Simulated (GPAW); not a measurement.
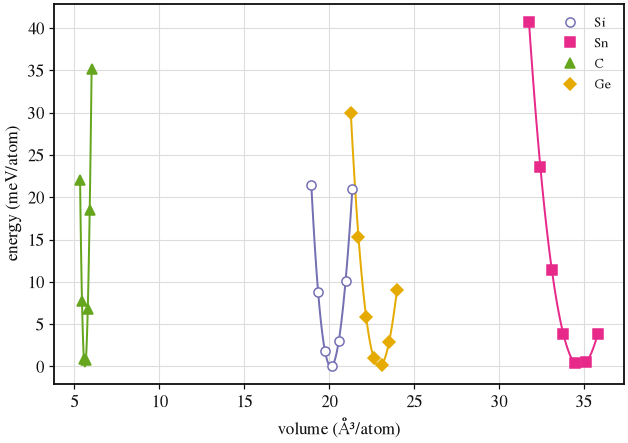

Plotted: energy against volume, with one curve for each element, for C, Ge, Si and Sn (all in space group Fd-3m (No. 227)).

Computed with GPAW 26.7.0: PAW DFT in plane waves, on a grid or in atomic orbitals, no spin polarisation; energies at scaled volumes of the given cell, shape and fractions fixed, counted from the fit's minimum, third-order Birch-Murnaghan fit. Level: PBEsol.

- occupations: Fermi–Dirac
- smearing width: 0.05 eV
- potentials: PAW data sets made by gpaw setup for the functional

Settings that differ: Si: wave cutoff 600 eV, k mesh 8×8×8; Sn: wave cutoff 600 eV, k mesh 7×7×7; C: wave cutoff 800 eV, k mesh 13×13×13; Ge: wave cutoff 600 eV, k mesh 8×8×8.

Order the curves by fitted equilibrium volume, smallest first.

Answer. C 5.616, Si 20.108, Ge 22.959, Sn 34.787 Å³/atom.

Order the curves by fitted bulk modulus, smallest first.

Answer. Sn 41.9, Ge 67.2, Si 93.8, C 450.2 GPa.

The computed values:

Si:
| volume (Å³/atom) | energy (meV/atom) |
| --- | --- |
| 18.95 | 21.47 |
| 19.36 | 8.76 |
| 19.76 | 1.80 |
| 20.16 | 0.04 |
| 20.57 | 2.96 |
| 20.97 | 10.07 |
| 21.37 | 20.97 |

Sn:
| volume (Å³/atom) | energy (meV/atom) |
| --- | --- |
| 31.77 | 40.77 |
| 32.45 | 23.53 |
| 33.13 | 11.39 |
| 33.80 | 3.84 |
| 34.48 | 0.36 |
| 35.16 | 0.51 |
| 35.83 | 3.86 |

C:
| volume (Å³/atom) | energy (meV/atom) |
| --- | --- |
| 5.3315 | 22.03 |
| 5.4450 | 7.71 |
| 5.5584 | 0.87 |
| 5.6718 | 0.76 |
| 5.7853 | 6.81 |
| 5.8987 | 18.45 |
| 6.0122 | 35.21 |

Ge:
| volume (Å³/atom) | energy (meV/atom) |
| --- | --- |
| 21.28 | 29.97 |
| 21.73 | 15.29 |
| 22.19 | 5.84 |
| 22.64 | 1.00 |
| 23.09 | 0.16 |
| 23.54 | 2.94 |
| 24.00 | 9.02 |
